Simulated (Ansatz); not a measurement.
Band-structure calculation, with input and output: CdTe (part 2 of 2)

CdTe (F-43m, 2 atoms in the cell); DFT, HSE06, plane waves, PAW, no spin polarisation (Ansatz 0.2.0); cutoff 420 eV, 4×4×4 k-mesh, fixed occupations. The structure was built on a prototype by a generator. The geometry comes from this level: r2SCAN (a point of a series of strains). It belongs to a series of runs on one base structure; here: hydrostatic strain -0.5%.

Geometry of the input (Å; fractional positions):
```
0.0000  3.2639  3.2639
3.2639  0.0000  3.2639
3.2639  3.2639  0.0000
Cd 0.0000  0.0000  0.0000
Te 0.2500  0.2500  0.2500
```

### Output, continued
```
  k-point 0: bands = ["-100.6216", "-60.3411", "-60.3411", "-60.3411", "-31.5028", "-31.5028", "-31.5028", "-31.4933", "-31.4933", "-5.3405", "-2.8930", "-2.8930", "-2.8930", "-2.6450", "-2.6450", "6.6853", "6.6853", "6.6853", "8.2630", "12.1635", "12.1635", "12.1635"]
  k-point 1: bands = ["-100.6216", "-60.3411", "-60.3411", "-60.3409", "-31.5028", "-31.5027", "-31.5027", "-31.4932", "-31.4932", "-5.1505", "-2.8601", "-2.8601", "-2.6543", "-2.6456", "-2.6456", "3.9035", "6.2503", "6.2503", "9.4883", "12.7306", "12.7306", "12.8908"]
  k-point 2: bands = ["-100.6216", "-60.3411", "-60.3411", "-60.3408", "-31.5028", "-31.5026", "-31.5026", "-31.4931", "-31.4931", "-4.9784", "-2.8339", "-2.8339", "-2.6384", "-2.6384", "-2.2029", "2.0853", "5.8911", "5.8911", "9.3146", "12.7441", "12.7441", "14.6025"]
  k-point 7: bands = ["-100.6216", "-60.3410", "-60.3410", "-60.3408", "-31.5028", "-31.5027", "-31.5024", "-31.4931", "-31.4930", "-4.8792", "-2.7819", "-2.7705", "-2.6733", "-2.6440", "-1.9453", "2.3585", "4.2763", "4.4514", "11.8575", "12.1120", "13.1680", "13.8252"]
```

### File bands.tsv
```
# k_distance	band_0	band_1	band_2	band_3	band_4	band_5	band_6	band_7	band_8	band_9	band_10	band_11	band_12	band_13	band_14	band_15	band_16	band_17	band_18	band_19	band_20	band_21
# fermi_ev = 6.685336
# lock_threshold_ev = 1e-6
# [0, 0, 0] at k_distance = 0.000000
# [-0.5, -0.5, 0] at k_distance = 0.962532
# [-0.375, -0.375, 0.25] at k_distance = 1.302839
# [-0.375, 0, 0.375] at k_distance = 1.892267
# [0, 0, 0.5] at k_distance = 2.481695
# [-0.5, -0.25, 0.25] at k_distance = 3.162308
# levels_relative_to = fermi_ev
# free_energy_ev = -15243.589886
# largest_residual_norms_ev = 2.371e-4 6.164e-5 6.222e-5 6.654e-5 4.362e-4 7.308e-5 3.006e-4 3.578e-4 3.439e-4 7.352e-4 1.805e-3 1.860e-3 1.816e-3 2.924e-3 2.869e-3 5.185e-4 6.864e-4 7.405e-4 7.353e-4 8.763e-4 1.756e-3 2.265e-3
0.000000	-107.306944	-67.026432	-67.026432	-67.026432	-38.188131	-38.188131	-38.188131	-38.178616	-38.178616	-12.025861	-9.578366	-9.578366	-9.578366	-9.330329	-9.330329	0.000000	0.000000	0.000000	1.577689	5.478140	5.478140	5.478140
0.962532	-107.306956	-67.026303	-67.026303	-67.026160	-38.188498	-38.187698	-38.187698	-38.178499	-38.178245	-11.562290	-9.430329	-9.430329	-9.416101	-9.303935	-8.704146	-4.485591	-1.919102	-1.919102	3.329632	3.463066	9.802505	10.236839
1.302839	-107.306935	-67.026323	-67.026314	-67.026115	-38.188295	-38.187829	-38.187764	-38.178449	-38.178292	-11.572229	-9.470011	-9.452411	-9.371574	-9.318729	-8.669564	-4.357418	-2.631320	-1.586698	3.680227	5.360358	8.267586	8.454476
1.892267	-107.306935	-67.026323	-67.026314	-67.026115	-38.188295	-38.187829	-38.187764	-38.178449	-38.178292	-11.572229	-9.470011	-9.452411	-9.371574	-9.318729	-8.669564	-4.357418	-2.631320	-1.586698	3.680227	5.360358	8.267586	8.454476
2.481695	-107.306975	-67.026399	-67.026399	-67.026147	-38.188133	-38.187946	-38.187946	-38.178443	-38.178443	-11.663777	-9.519188	-9.519188	-9.323770	-9.323770	-8.888279	-4.599992	-0.794188	-0.794188	2.629235	6.058738	6.058738	7.917116
3.162308	-107.306931	-67.026335	-67.026300	-67.026100	-38.188166	-38.188024	-38.187687	-38.178428	-38.178300	-11.564578	-9.467193	-9.455872	-9.358602	-9.329354	-8.630671	-4.326823	-2.408988	-2.233931	5.172137	5.426697	6.482709	7.139884
```

### File rho_z.tsv
```
# z_ang	rho[e/angstrom^3]
# format = ansatz-planar-average/11
# lattice	0.000000000	3.263883336	3.263883336
# lattice	3.263883336	0.000000000	3.263883336
# lattice	3.263883336	3.263883336	0.000000000
# sites	2
# site	48	0.000000000	0.000000000	0.000000000
# site	52	1.631941668	1.631941668	1.631941668
0.000000	1.232584e0
0.144245	1.202797e0
0.288489	1.086553e0
0.432734	9.494214e-1
0.576979	8.545129e-1
0.721223	8.292484e-1
0.865468	8.576108e-1
1.009712	8.949554e-1
1.153957	8.941652e-1
1.298202	8.290807e-1
1.442446	7.036440e-1
1.586691	5.453811e-1
1.730936	3.904172e-1
1.875180	2.679372e-1
2.019425	1.889683e-1
2.163669	1.445799e-1
2.307914	1.174359e-1
2.452159	9.685631e-2
2.596403	8.087474e-2
2.740648	6.932084e-2
2.884893	6.175791e-2
3.029137	5.836971e-2
3.173382	5.979005e-2
3.317626	6.789141e-2
3.461871	8.684907e-2
3.606116	1.254534e-1
3.750360	1.988253e-1
3.894605	3.233375e-1
4.038850	5.056977e-1
4.183094	7.318680e-1
4.327339	9.633318e-1
4.471583	1.146520e0
```

### File v_z.tsv
```
# z_ang	v_es[eV]	v_tot[eV]
# format = ansatz-planar-average/11
# xc	hse06
# density_cutoff_ev	1680
# datasets	Cd=:simpson_from_first_knot:soft:fock:shift=0	Te=:simpson_from_first_knot:soft:fock:shift=0
# lattice	0.000000000	3.263883336	3.263883336
# lattice	3.263883336	0.000000000	3.263883336
# lattice	3.263883336	3.263883336	0.000000000
# sites	2
# site	48	0.000000000	0.000000000	0.000000000
# site	52	1.631941668	1.631941668	1.631941668
0.000000	2.998546e0	-5.800606e0
0.144245	2.275524e0	-6.738438e0
0.288489	1.956467e0	-7.182355e0
0.432734	2.185613e0	-7.013225e0
0.576979	2.960748e0	-6.234193e0
0.721223	4.164506e0	-4.953612e0
0.865468	5.577940e0	-3.392827e0
1.009712	6.902974e0	-1.855273e0
1.153957	7.833047e0	-6.724298e-1
1.298202	8.178535e0	-5.717109e-2
1.442446	7.995117e0	4.649826e-2
1.586691	7.571353e0	-5.823849e-2
1.730936	7.216233e0	-4.653462e-2
1.875180	7.151815e0	2.909123e-1
2.019425	7.489873e0	1.030583e0
2.163669	8.203386e0	2.117797e0
2.307914	9.109704e0	3.361432e0
2.452159	9.923166e0	4.476285e0
2.596403	1.044505e1	5.254545e0
2.740648	1.070676e1	5.719541e0
2.884893	1.079063e1	5.920426e0
3.029137	1.071690e1	5.855884e0
3.173382	1.049650e1	5.621250e0
3.317626	1.010067e1	5.200991e0
3.461871	9.485157e0	4.394554e0
3.606116	8.695557e0	3.203278e0
3.750360	7.840719e0	1.840763e0
3.894605	6.999319e0	4.486294e-1
4.038850	6.199134e0	-9.041274e-1
4.183094	5.429362e0	-2.192064e0
4.327339	4.672246e0	-3.419162e0
4.471583	3.865083e0	-4.624060e0
```

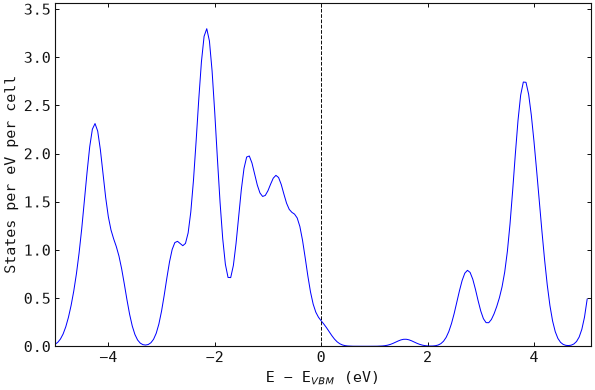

Fig. 1: Density of states (the curve is built from the levels of the k mesh with Gaussians 0.4 eV wide, which also blur the band edges), with energies from the valence-band top. There is a gap of 1.58 eV on the k-point mesh. Small ripples come from the finite k-point mesh.

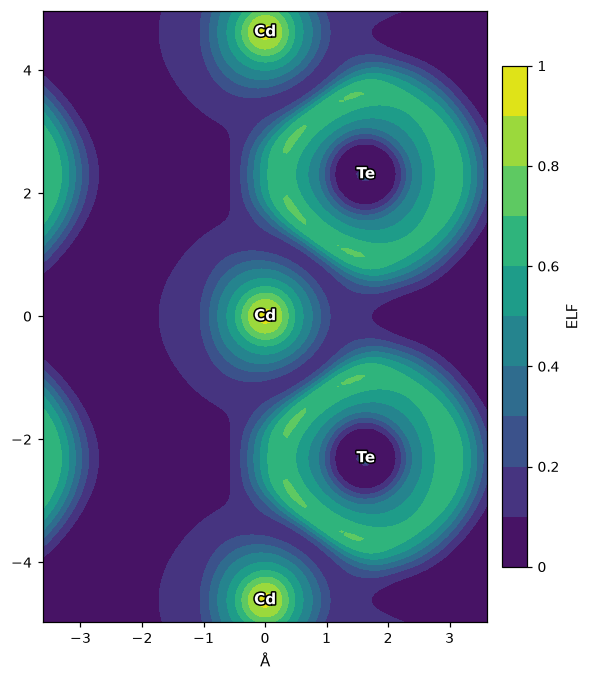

Fig. 2: ELF on the (101) plane of the conventional cell. Atoms in the plane: Cd and Te. Cd–Te (2.83 Å): the ELF is about 0.50 at the midpoint. The strong features right at Cd lie inside the PAW spheres (semicore, d or f shells) and say nothing about bonding. In a PAW calculation such maps are meaningful between the atoms, not at the nuclei.

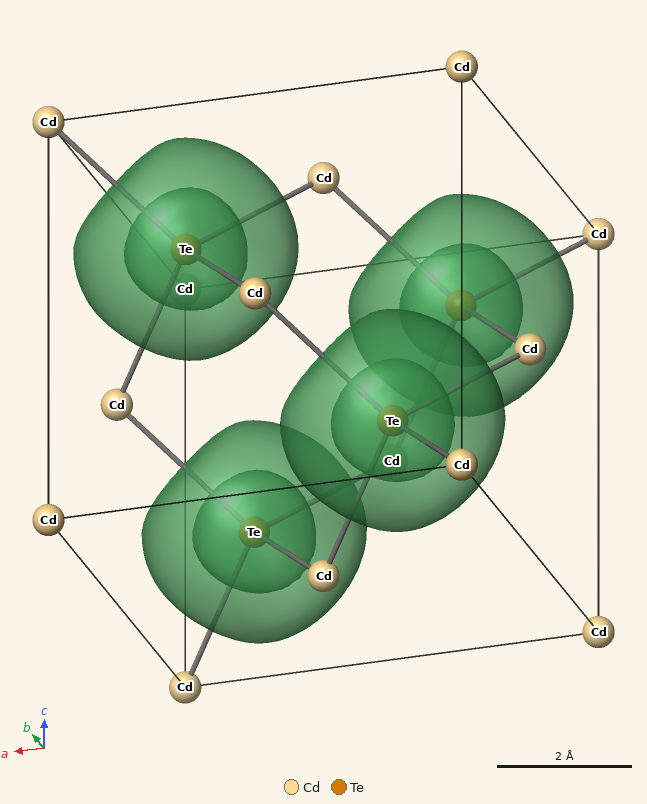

Fig. 3: Isosurface of the electron localisation function at 0.5 (green), seen at an oblique angle. Core shells and regions of very low density are left out. Sticks mark near contacts. The outline is the cell set on symmetry axes. Profiles from the grid: Cd–Te (2.83 Å): the ELF is about 0.50 at the midpoint.
